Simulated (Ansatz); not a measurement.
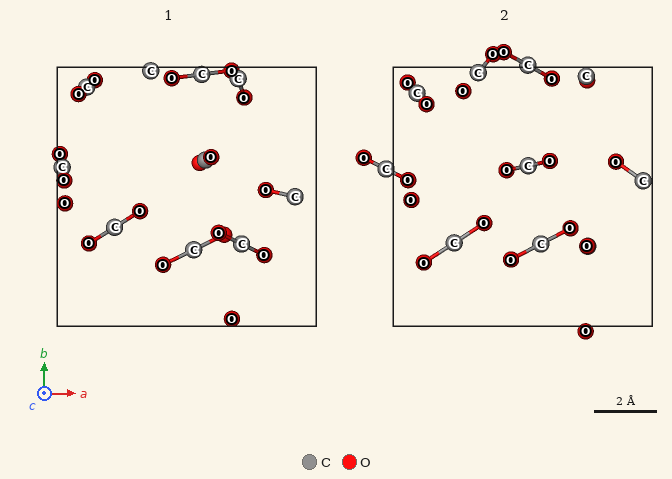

Two geometries of an amorphous cell of composition CO$_{2}$, drawn at one scale. One is the start of a relaxation, the other its converged end. Style: ball-and-stick. Shown: the cell of the calculation, along the c axis.

Level of theory: DFT PBE-D3(BJ), scalar-relativistic, plane waves, PAW in Ansatz 0.2.0. (plane-wave cutoff 420 eV; k-point mesh 1 × 1 × 1; occupations fermi dirac; smearing width 0.05 eV; no spin polarisation; atoms relaxed in a fixed cell; force threshold 0.3 eV/Å; at most 15 steps)

Which of the two is the end point?

Answer. Structure 2 is the relaxed one. The cell holds 10 CO2. The run prepares the start of a later molecular dynamics calculation, from a guessed geometry. After 10 accepted moves (12 points after the start) the energy has fallen by 1.956 eV per cell of the calculation. Largest force component: 1.6 eV/Å at the start, 0.039 eV/Å at the end. 2 steps only repeated the SCF at the same geometry. The forces were under the threshold at step 7, but the run went on from there. The atom that moves furthest is an O atom (1.29 Å along [2 −1 1]). Largest moves by element: O 1.29 Å, C 0.75 Å. The cell doesn't change. Some distances before and after: C–O 1.179 → 1.170 Å. The run took 46 s on 1 thread of Intel(R) Xeon(R) Platinum 8488C (Sapphire Rapids), on a shared host, peak memory 0.61 GiB.

Limits of the set-up: the program's low-accuracy preset was used; the periodic images lie only 8.4 Å apart, so the values are limited by the cell's size.
